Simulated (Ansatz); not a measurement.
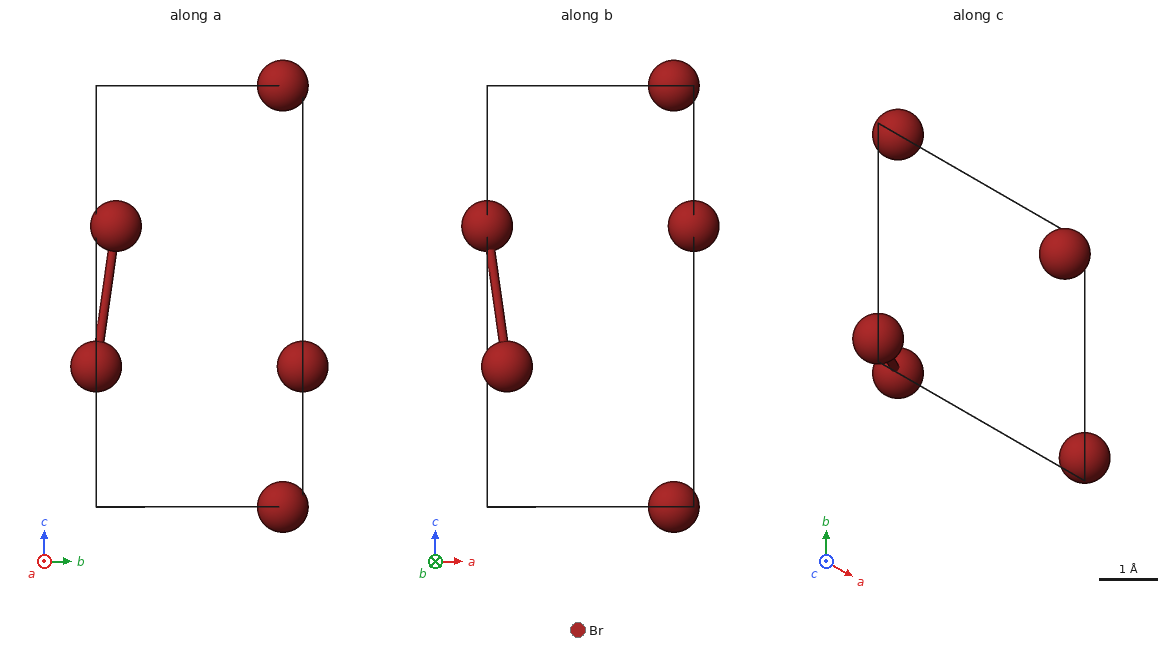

Crystal structure, ball-and-stick style, seen along the a axis, along the b axis and along the c axis. The lines enclose the conventional unit cell; boundary atoms appear with their images.

Lattice parameters: a = 4.1528 Å, b = 4.1528 Å, c = 7.3386 Å, α = 90.000°, β = 90.000°, γ = 120.000°.

> From the views, write a CIF with its space group and independent sites, with free fractional coordinates to two decimals.

```cif
data_structure
_symmetry_space_group_name_H-M 'P 31 2 1'
_symmetry_Int_Tables_number 152
_cell_length_a 4.1528
_cell_length_b 4.1528
_cell_length_c 7.3386
_cell_angle_alpha 90.000
_cell_angle_beta 90.000
_cell_angle_gamma 120.000
_cell_volume 109.61
loop_
_atom_site_label
_atom_site_type_symbol
_atom_site_symmetry_multiplicity
_atom_site_Wyckoff_symbol
_atom_site_fract_x
_atom_site_fract_y
_atom_site_fract_z
_atom_site_occupancy
Br1 Br 3 a 0.10 0.00 0.3333 1
```

Starting structure: a structure type filled with this element by a generator (whether the element takes this form wasn't checked). Relaxation method: DFT r2SCAN, scalar-relativistic, plane waves, PAW (Ansatz).
